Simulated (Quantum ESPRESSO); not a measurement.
# O on top sites of RuAl(110): a series in the coverage, part 8 of 10

Wanted: a table for O on top sites of RuAl(110) against the coverage, and what can be fitted to it.

Quantum ESPRESSO 7.5; plane-wave DFT, PBE, GBRV ultrasoft pseudopotentials.

So far. Step 7 (Relaxing the ions, 0.1667 ML): The relaxation lowers the energy by 43 meV an atom. On the free atoms the largest force ends at 0.025 eV/Å. Step 8 (Self-consistent run, 0.1667 ML): Inside the slab this potential holds the local part of the pseudopotentials, which can be repulsive at the nuclei; only its value in the vacuum has a meaning of its own.

The structure was built from a prototype and need not be the compound's stable phase.

## (9) Relaxing the ions, 0.75 ML

System of this step: RuAl(110), 3 layers, 4 sites a cell, 3 O on top sites. The cell holds 27 atoms: 12 Ru, 12 Al and 3 O. Its edges and angles: a = 6.008 Å, b = 8.494 Å, c = 20.437 Å, α = 90.0°, β = 90.0°, γ = 90.0°. It derives from RuAl. Vacuum lies along c.

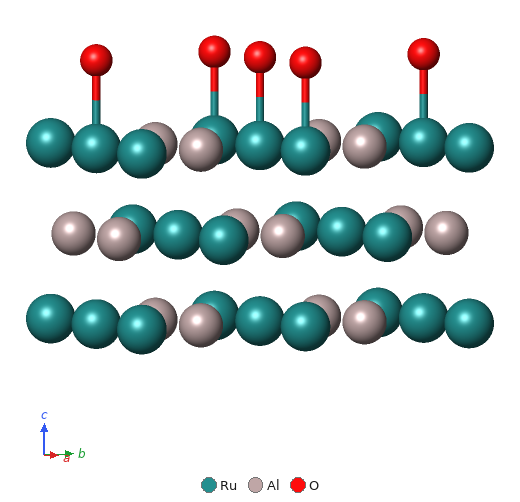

The cell of this step (ruthenium teal, aluminium light grey, oxygen red). Some periodic images of atoms are drawn too.

The input, m6.relax.in:

```
&control
  prefix = 'm6.relax'
  outdir = './out'
  pseudo_dir = './pseudo'
  nstep = 70
  forc_conv_thr = 0.0015
  calculation = 'relax'
/
&system
  ibrav = 0
  nat = 27
  ntyp = 3
  ecutwfc = 40
  ecutrho = 200
  occupations = 'smearing'
  smearing = 'mv'
  degauss = 0.02
/
&electrons
  conv_thr = 1e-07
  mixing_beta = 0.3
  electron_maxstep = 120
  mixing_mode = 'local-TF'
/
&ions
/
ATOMIC_SPECIES
  Ru  101.0700  ru_pbe_v1.2.uspp.F.UPF
  Al  26.9815  al_pbe_v1.uspp.F.UPF
  O   15.9990  o_pbe_v1.2.uspp.F.UPF
CELL_PARAMETERS angstrom
  6.00796582800000 0.00000000000000 0.00000000000000
  0.00000000000000 8.49361459400000 0.00000000000000
  0.00000000000000 0.00000000000000 20.43660440676306
ATOMIC_POSITIONS crystal
  Ru  0.000000000000 0.500000000000 0.344005725154 0 0 0
  Ru  0.500000000000 0.000000000000 0.344005725154 0 0 0
  Ru  0.500000000000 0.500000000000 0.344005725154 0 0 0
  Ru  0.000000000000 0.000000000000 0.344005725154 0 0 0
  Al  0.250000000000 0.750000000000 0.344005725154 0 0 0
  Al  0.750000000000 0.250000000000 0.344005725154 0 0 0
  Al  0.750000000000 0.750000000000 0.344005725154 0 0 0
  Al  0.250000000000 0.250000000000 0.344005725154 0 0 0
  Ru  0.000000000000 0.750000000000 0.447907704477 0 0 0
  Ru  0.500000000000 0.250000000000 0.447907704477 0 0 0
  Ru  0.500000000000 0.750000000000 0.447907704477 0 0 0
  Ru  0.000000000000 0.250000000000 0.447907704477 0 0 0
  Al  0.250000000000 0.500000000000 0.447907704477 0 0 0
  Al  0.750000000000 0.000000000000 0.447907704477 0 0 0
  Al  0.750000000000 0.500000000000 0.447907704477 0 0 0
  Al  0.250000000000 0.000000000000 0.447907704477 0 0 0
  Ru  0.000000000000 0.500000000000 0.551809683800
  Ru  0.500000000000 0.000000000000 0.551809683800
  Ru  0.500000000000 0.500000000000 0.551809683800
  Ru  0.000000000000 0.000000000000 0.551809683800
  Al  0.250000000000 0.750000000000 0.551809683800
  Al  0.750000000000 0.250000000000 0.551809683800
  Al  0.750000000000 0.750000000000 0.551809683800
  Al  0.250000000000 0.250000000000 0.551809683800
  O   0.000000000000 0.500000000000 0.655994274846
  O   0.500000000000 0.000000000000 0.655994274846
  O   0.500000000000 0.500000000000 0.655994274846
K_POINTS automatic
  4 3 1 0 0 0
```

Run with:

```console
OMP_NUM_THREADS=1 mpirun -n 16 pw.x -nk 1 -in m6.relax.in > m6.relax.out
```

What it wrote:

```text
[banner, memory and clock lines left out]
Program PWSCF v.7.5 starts
[...]
Message from routine setup:
[...]
number of electrons       =       246.00
     number of Kohn-Sham states=          148
     kinetic-energy cutoff     =      40.0000  Ry
     charge density cutoff     =     200.0000  Ry
[...]
number of k points=     6  Marzari-Vanderbilt smearing, width (Ry)=  0.0200
[...]
Dense  grid:   336231 G-vectors     FFT dimensions: (  54,  75, 180)
[...]
negative rho (up, down):  9.415E-01 0.000E+00
     Starting wfcs are  216 randomized atomic wfcs
[...]
negative rho (up, down):  9.235E-01 0.000E+00
[...]
estimated scf accuracy    <     177.08530250 Ry
[...]
negative rho (up, down):  9.264E-01 0.000E+00
[...]
estimated scf accuracy    <      39.93684801 Ry
[...]
negative rho (up, down):  9.338E-01 0.000E+00
[...]
estimated scf accuracy    <      20.50517028 Ry
[...]
negative rho (up, down):  9.308E-01 0.000E+00
[...]
estimated scf accuracy    <       2.45992636 Ry
[...]
negative rho (up, down):  9.312E-01 0.000E+00
[...]
estimated scf accuracy    <       9.33435174 Ry
[...]
negative rho (up, down):  9.305E-01 0.000E+00
[...]
estimated scf accuracy    <       6.44546191 Ry
[...]
negative rho (up, down):  9.294E-01 0.000E+00
[...]
estimated scf accuracy    <       2.21528961 Ry
[...]
negative rho (up, down):  9.294E-01 0.000E+00
[...]
estimated scf accuracy    <       1.28442172 Ry
[...]
negative rho (up, down):  9.271E-01 0.000E+00
[...]
estimated scf accuracy    <       0.23675943 Ry
[...]
negative rho (up, down):  9.263E-01 0.000E+00
[...]
estimated scf accuracy    <       0.14143169 Ry
[...]
negative rho (up, down):  9.237E-01 0.000E+00
[...]
estimated scf accuracy    <       0.11169894 Ry
[...]
negative rho (up, down):  9.225E-01 0.000E+00
[...]
estimated scf accuracy    <       0.04806940 Ry
[...]
negative rho (up, down):  9.213E-01 0.000E+00
[...]
estimated scf accuracy    <       0.04802439 Ry
[...]
negative rho (up, down):  9.211E-01 0.000E+00
[...]
estimated scf accuracy    <       0.02154914 Ry
[...]
negative rho (up, down):  9.200E-01 0.000E+00
[...]
estimated scf accuracy    <       0.00731974 Ry
[...]
negative rho (up, down):  9.248E-01 0.000E+00
[...]
estimated scf accuracy    <       0.00363416 Ry
[...]
negative rho (up, down):  9.283E-01 0.000E+00
[...]
estimated scf accuracy    <       0.00194299 Ry
[...]
negative rho (up, down):  9.289E-01 0.000E+00
[...]
estimated scf accuracy    <       0.00109393 Ry
[...]
negative rho (up, down):  9.303E-01 0.000E+00
[...]
estimated scf accuracy    <       0.00063098 Ry
[...]
negative rho (up, down):  9.277E-01 0.000E+00
[...]
estimated scf accuracy    <       0.00063512 Ry
[...]
negative rho (up, down):  9.279E-01 0.000E+00
[...]
estimated scf accuracy    <       0.00014035 Ry
[...]
negative rho (up, down):  9.271E-01 0.000E+00
[...]
estimated scf accuracy    <       0.00008304 Ry
[...]
negative rho (up, down):  9.249E-01 0.000E+00
[...]
estimated scf accuracy    <       0.00005243 Ry
[...]
negative rho (up, down):  9.229E-01 0.000E+00
[...]
estimated scf accuracy    <       0.00001998 Ry
[...]
negative rho (up, down):  9.220E-01 0.000E+00
[...]
estimated scf accuracy    <       0.00000326 Ry
[...]
negative rho (up, down):  9.218E-01 0.000E+00
[...]
estimated scf accuracy    <       0.00000162 Ry
[...]
negative rho (up, down):  9.216E-01 0.000E+00
[...]
estimated scf accuracy    <       0.00000072 Ry
[...]
negative rho (up, down):  9.214E-01 0.000E+00
[...]
estimated scf accuracy    <       0.00000040 Ry
[...]
negative rho (up, down):  9.212E-01 0.000E+00
[...]
the Fermi energy is     1.2263 ev
!    total energy              =   -2508.09451662 Ry
     estimated scf accuracy    <       0.00000007 Ry
     smearing contrib. (-TS)   =       0.00351059 Ry
     internal energy E=F+TS    =   -2508.09802721 Ry
[...]
one-electron contribution =  -12542.98985288 Ry
     hartree contribution      =    6282.27570750 Ry
     xc contribution           =    -383.99634284 Ry
     ewald contribution        =    4136.61246101 Ry
     convergence has been achieved in  29 iterations
     negative rho (up, down):  9.212E-01 0.000E+00
[...]
Total force =     0.444649     Total SCF correction =     0.000556
[...]
negative rho (up, down):  9.182E-01 0.000E+00
[...]
negative rho (up, down):  9.192E-01 0.000E+00
[...]
estimated scf accuracy    <       1.44567085 Ry
[...]
negative rho (up, down):  9.194E-01 0.000E+00
[...]
estimated scf accuracy    <       0.36184048 Ry
[...]
negative rho (up, down):  9.203E-01 0.000E+00
[...]
estimated scf accuracy    <       0.08026784 Ry
[...]
negative rho (up, down):  9.212E-01 0.000E+00
[...]
estimated scf accuracy    <       0.02982372 Ry
[...]
negative rho (up, down):  9.219E-01 0.000E+00
[...]
estimated scf accuracy    <       0.00995086 Ry
[...]
negative rho (up, down):  9.219E-01 0.000E+00
[...]
estimated scf accuracy    <       0.00039151 Ry
[...]
negative rho (up, down):  9.218E-01 0.000E+00
[...]
estimated scf accuracy    <       0.00018618 Ry
[...]
negative rho (up, down):  9.217E-01 0.000E+00
[...]
estimated scf accuracy    <       0.00012713 Ry
[...]
negative rho (up, down):  9.217E-01 0.000E+00
[...]
estimated scf accuracy    <       0.00006898 Ry
[...]
negative rho (up, down):  9.216E-01 0.000E+00
[...]
estimated scf accuracy    <       0.00002770 Ry
[...]
negative rho (up, down):  9.214E-01 0.000E+00
[...]
estimated scf accuracy    <       0.00001072 Ry
[...]
negative rho (up, down):  9.213E-01 0.000E+00
[...]
estimated scf accuracy    <       0.00000503 Ry
[...]
negative rho (up, down):  9.210E-01 0.000E+00
[...]
estimated scf accuracy    <       0.00000176 Ry
[...]
negative rho (up, down):  9.209E-01 0.000E+00
[...]
estimated scf accuracy    <       0.00000099 Ry
[...]
negative rho (up, down):  9.209E-01 0.000E+00
[...]
estimated scf accuracy    <       0.00000026 Ry
[...]
negative rho (up, down):  9.208E-01 0.000E+00
[...]
estimated scf accuracy    <       0.00000011 Ry
[...]
negative rho (up, down):  9.207E-01 0.000E+00
[...]
the Fermi energy is     1.4160 ev
[...]
negative rho (up, down):  9.275E-01 0.000E+00
[...]
estimated scf accuracy    <       0.01117556 Ry
[...]
negative rho (up, down):  9.274E-01 0.000E+00
[...]
estimated scf accuracy    <       0.00076686 Ry
[...]
negative rho (up, down):  9.272E-01 0.000E+00
[...]
estimated scf accuracy    <       0.00010483 Ry
[...]
negative rho (up, down):  9.271E-01 0.000E+00
[...]
estimated scf accuracy    <       0.00005796 Ry
[...]
negative rho (up, down):  9.271E-01 0.000E+00
[...]
estimated scf accuracy    <       0.00001567 Ry
[...]
negative rho (up, down):  9.271E-01 0.000E+00
[...]
estimated scf accuracy    <       0.00000471 Ry
[...]
negative rho (up, down):  9.271E-01 0.000E+00
[...]
estimated scf accuracy    <       0.00000305 Ry
[...]
negative rho (up, down):  9.271E-01 0.000E+00
[...]
estimated scf accuracy    <       0.00000093 Ry
[...]
negative rho (up, down):  9.271E-01 0.000E+00
[...]
estimated scf accuracy    <       0.00000051 Ry
[...]
negative rho (up, down):  9.271E-01 0.000E+00
[...]
estimated scf accuracy    <       0.00000018 Ry
[...]
negative rho (up, down):  9.271E-01 0.000E+00
[...]
the Fermi energy is     1.7075 ev
!    total energy              =   -2508.40012743 Ry
     estimated scf accuracy    <       0.00000004 Ry
     smearing contrib. (-TS)   =       0.00448045 Ry
     internal energy E=F+TS    =   -2508.40460788 Ry
[...]
one-electron contribution =  -12485.71214435 Ry
     hartree contribution      =    6255.33968524 Ry
     xc contribution           =    -384.47533198 Ry
     ewald contribution        =    4106.44318321 Ry
     convergence has been achieved in  14 iterations
     negative rho (up, down):  9.271E-01 0.000E+00
[...]
Total force =     0.072938     Total SCF correction =     0.000543
[...]
negative rho (up, down):  9.256E-01 0.000E+00
[...]
negative rho (up, down):  9.258E-01 0.000E+00
[...]
estimated scf accuracy    <       0.00764064 Ry
[...]
negative rho (up, down):  9.260E-01 0.000E+00
[...]
estimated scf accuracy    <       0.00094842 Ry
[...]
negative rho (up, down):  9.261E-01 0.000E+00
[...]
estimated scf accuracy    <       0.00078743 Ry
[...]
negative rho (up, down):  9.263E-01 0.000E+00
[...]
estimated scf accuracy    <       0.00025541 Ry
[...]
negative rho (up, down):  9.264E-01 0.000E+00
[...]
estimated scf accuracy    <       0.00004225 Ry
[...]
negative rho (up, down):  9.264E-01 0.000E+00
[...]
estimated scf accuracy    <       0.00000865 Ry
[...]
negative rho (up, down):  9.263E-01 0.000E+00
[...]
estimated scf accuracy    <       0.00000700 Ry
[...]
negative rho (up, down):  9.263E-01 0.000E+00
[...]
estimated scf accuracy    <       0.00000137 Ry
[...]
negative rho (up, down):  9.263E-01 0.000E+00
[...]
estimated scf accuracy    <       0.00000070 Ry
[...]
negative rho (up, down):  9.262E-01 0.000E+00
[...]
estimated scf accuracy    <       0.00000033 Ry
[...]
negative rho (up, down):  9.262E-01 0.000E+00
[...]
estimated scf accuracy    <       0.00000013 Ry
[...]
negative rho (up, down):  9.262E-01 0.000E+00
[...]
estimated scf accuracy    <       0.00000004 Ry
[...]
negative rho (up, down):  9.261E-01 0.000E+00
[...]
estimated scf accuracy    <       0.00000002 Ry
[...]
negative rho (up, down):  9.261E-01 0.000E+00
[...]
the Fermi energy is     1.7228 ev
!    total energy              =   -2508.40497516 Ry
     estimated scf accuracy    <          6.6E-09 Ry
     smearing contrib. (-TS)   =       0.00488195 Ry
     internal energy E=F+TS    =   -2508.40985711 Ry
[...]
one-electron contribution =  -12478.28640342 Ry
     hartree contribution      =    6251.62577742 Ry
     xc contribution           =    -384.51812325 Ry
     ewald contribution        =    4102.76889213 Ry
     convergence has been achieved in  14 iterations
     negative rho (up, down):  9.261E-01 0.000E+00
[...]
Total force =     0.069189     Total SCF correction =     0.000166
[...]
negative rho (up, down):  9.270E-01 0.000E+00
[...]
negative rho (up, down):  9.272E-01 0.000E+00
[...]
estimated scf accuracy    <       0.00494475 Ry
[...]
negative rho (up, down):  9.273E-01 0.000E+00
[...]
estimated scf accuracy    <       0.00051526 Ry
[...]
negative rho (up, down):  9.275E-01 0.000E+00
[...]
estimated scf accuracy    <       0.00073030 Ry
[...]
negative rho (up, down):  9.276E-01 0.000E+00
[...]
estimated scf accuracy    <       0.00029565 Ry
[...]
negative rho (up, down):  9.277E-01 0.000E+00
[...]
estimated scf accuracy    <       0.00010144 Ry
[...]
negative rho (up, down):  9.277E-01 0.000E+00
[...]
estimated scf accuracy    <       0.00001360 Ry
[...]
negative rho (up, down):  9.276E-01 0.000E+00
[...]
estimated scf accuracy    <       0.00000845 Ry
[...]
negative rho (up, down):  9.276E-01 0.000E+00
[...]
estimated scf accuracy    <       0.00000122 Ry
[...]
negative rho (up, down):  9.275E-01 0.000E+00
[...]
estimated scf accuracy    <       0.00000058 Ry
[...]
negative rho (up, down):  9.274E-01 0.000E+00
[...]
estimated scf accuracy    <       0.00000022 Ry
[...]
negative rho (up, down):  9.274E-01 0.000E+00
[...]
estimated scf accuracy    <       0.00000009 Ry
[...]
negative rho (up, down):  9.274E-01 0.000E+00
[...]
estimated scf accuracy    <       0.00000004 Ry
[...]
negative rho (up, down):  9.273E-01 0.000E+00
[...]
negative rho (up, down):  9.239E-01 0.000E+00
[...]
negative rho (up, down):  9.242E-01 0.000E+00
[...]
estimated scf accuracy    <       0.03044543 Ry
[...]
negative rho (up, down):  9.242E-01 0.000E+00
[...]
estimated scf accuracy    <       0.00514050 Ry
[...]
negative rho (up, down):  9.244E-01 0.000E+00
[...]
estimated scf accuracy    <       0.00152745 Ry
[...]
negative rho (up, down):  9.246E-01 0.000E+00
[...]
estimated scf accuracy    <       0.00061891 Ry
[...]
negative rho (up, down):  9.247E-01 0.000E+00
[...]
estimated scf accuracy    <       0.00008526 Ry
[...]
negative rho (up, down):  9.247E-01 0.000E+00
[...]
estimated scf accuracy    <       0.00001784 Ry
[...]
negative rho (up, down):  9.246E-01 0.000E+00
[...]
estimated scf accuracy    <       0.00000947 Ry
[...]
negative rho (up, down):  9.245E-01 0.000E+00
[...]
estimated scf accuracy    <       0.00000186 Ry
[...]
negative rho (up, down):  9.244E-01 0.000E+00
[...]
estimated scf accuracy    <       0.00000091 Ry
[...]
negative rho (up, down):  9.243E-01 0.000E+00
[...]
estimated scf accuracy    <       0.00000025 Ry
[...]
negative rho (up, down):  9.243E-01 0.000E+00
[...]
estimated scf accuracy    <       0.00000012 Ry
[...]
negative rho (up, down):  9.242E-01 0.000E+00
[...]
estimated scf accuracy    <       0.00000007 Ry
[...]
negative rho (up, down):  9.242E-01 0.000E+00
[...]
estimated scf accuracy    <       0.00000002 Ry
[...]
negative rho (up, down):  9.242E-01 0.000E+00
[...]
estimated scf accuracy    <          7.0E-09 Ry
[...]
negative rho (up, down):  9.242E-01 0.000E+00
[...]
the Fermi energy is     1.6794 ev
!    total energy              =   -2508.42259854 Ry
     estimated scf accuracy    <          1.1E-09 Ry
     smearing contrib. (-TS)   =       0.00665691 Ry
     internal energy E=F+TS    =   -2508.42925545 Ry
[...]
one-electron contribution =  -12339.32463983 Ry
     hartree contribution      =    6181.68625374 Ry
     xc contribution           =    -384.52208172 Ry
     ewald contribution        =    4033.73121236 Ry
     convergence has been achieved in  15 iterations
     negative rho (up, down):  9.242E-01 0.000E+00
[...]
Total force =     0.010173     Total SCF correction =     0.000049
[...]
```

Run time: 29 min. Hardware: 16 MPI ranks of Arm Neoverse V1, shared host; peak memory 3.1 GiB; 7.9 h of CPU time.

Step by step:

| step | energy less that of the first step (eV) | largest force (eV/Å) |
| --- | --- | --- |
| 1 | 0.0000 | 5.1447 |
| 2 | -2.5823 | 4.5499 |
| 3 | -4.1580 | 0.7962 |
| 4 | -4.2240 | 0.7116 |
| 5 | -4.2868 | 0.6570 |
| 6 | -4.3630 | 0.5384 |
| 7 | -4.4274 | 0.3014 |
| 8 | -4.4382 | 0.1819 |
| 9 | -4.4449 | 0.1727 |
| 10 | -4.4526 | 0.1522 |
| 11 | -4.4608 | 0.1159 |
| 12 | -4.4638 | 0.1086 |
| 13 | -4.4659 | 0.1012 |
| 14 | -4.4681 | 0.0763 |
| 15 | -4.4695 | 0.0431 |
| 16 | -4.4698 | 0.0234 |

The atoms that moved most (Å):

| atom | dx | dy | dz | length |
| --- | --- | --- | --- | --- |
| Ru18 | 0.000 | 0.000 | 0.399 | 0.399 |
| Ru17 | 0.000 | 0.000 | 0.305 | 0.305 |
| Ru19 | 0.000 | 0.000 | 0.298 | 0.298 |
| Al21 | -0.009 | 0.023 | -0.116 | 0.119 |
| Al22 | 0.009 | -0.023 | -0.116 | 0.119 |
| Al24 | -0.009 | -0.023 | -0.116 | 0.119 |
| Al23 | 0.009 | 0.023 | -0.116 | 0.119 |
| O27 | 0.000 | 0.000 | -0.115 | 0.115 |

The relaxation lowers the energy by 166 meV an atom. On the free atoms the largest force ends at 0.023 eV/Å.

Read from the output:

| Property | Result |
| --- | --- |
| free energy | -34128.8341 eV |
| Fermi energy | 1.681 eV |

[end of part 8 of 10]

[Logs are printed without paths, hosts, clocks, repeated set-up lines and the standing remarks that a program may print on its own settings, such as how far it seeks lower states.]

[Hosts, paths, dates, database ids (printed as entryN), source tags and the programs' standing remarks are cut or masked in the printed files.]

[Maps of the electrostatic potential energy from Ansatz leave out the sawtooth potential of an applied field or a dipole correction, so their vacuum need not be flat; planar profiles and work functions include it.]
